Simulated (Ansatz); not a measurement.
Si₁₆C (cell with a defect)

Input file:

```
crystal:
  lattice:
    - [0.0, 5.43, 5.43]
    - [5.43, 0.0, 5.43]
    - [5.43, 5.43, 0.0]
  atoms:
    - { symbol: Si, position: [0.0, 0.0, 0.0] }
    - { symbol: Si, position: [0.125, 0.125, 0.125] }
    - { symbol: Si, position: [0.0, 0.0, 0.5] }
    - { symbol: Si, position: [0.125, 0.125, 0.625] }
    - { symbol: Si, position: [0.0, 0.5, 0.0] }
    - { symbol: Si, position: [0.125, 0.625, 0.125] }
    - { symbol: Si, position: [0.0, 0.5, 0.5] }
    - { symbol: Si, position: [0.125, 0.625, 0.625] }
    - { symbol: Si, position: [0.5, 0.0, 0.0] }
    - { symbol: Si, position: [0.625, 0.125, 0.125] }
    - { symbol: Si, position: [0.5, 0.0, 0.5] }
    - { symbol: Si, position: [0.625, 0.125, 0.625] }
    - { symbol: Si, position: [0.5, 0.5, 0.0] }
    - { symbol: Si, position: [0.625, 0.625, 0.125] }
    - { symbol: Si, position: [0.5, 0.5, 0.5] }
    - { symbol: Si, position: [0.625, 0.625, 0.625] }
    - { symbol: C, position: [0.56775814, 0.30795109, 0.30943154], spin: 1.0 }
magnetization:
  spin_polarized: true
basis:
  ecutwfc: 500.0
kpoints:
  mp_grid: { grid: [2, 2, 2] }
hamiltonian:
  xc: r2scan
  dispersion: d3bj
  pseudopotentials: { kind: paw, azcp: { folder: soft_1 } }
scf:
  occupations: { method: fermi_dirac, width: 0.02 }
  lower_state_search: "off"
relax:
  f_tol: 0.03
  max_steps: 60
  adjacent_minimum: "off"
output:
  write_density: true
  write_potential: true
  elf: true
  volumetric_format: npy
```

Run with:

```sh
ansatz run input.yaml --threads 4 --pin off --max-ram 10240MiB --backend cpu --events-out ev --progress --plain --runs-dir out
```

The fields are those of the relaxed geometry.

PAW files of the earlier set (soft_1); the program warned that a starting moment wasn't kept; spin-polarised, but the moments vanished.

Theory: Ansatz 0.2.0, DFT r2SCAN-D3(BJ), scalar-relativistic, plane waves, PAW.

Predict the valence pseudo-density and electron localisation function between the atoms.

Answer. Si–C (1.75 Å): the density is about 1 e/Å³ at the midpoint; the ELF peaks at about 0.90 between the atoms; localised, covalent bonding.

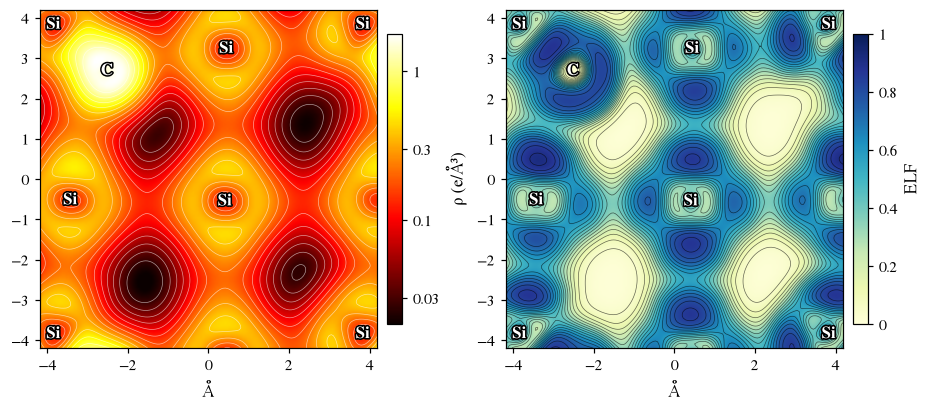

Computed valence pseudo-density and electron localisation function on the (110) plane of the calculation cell, in this order. 
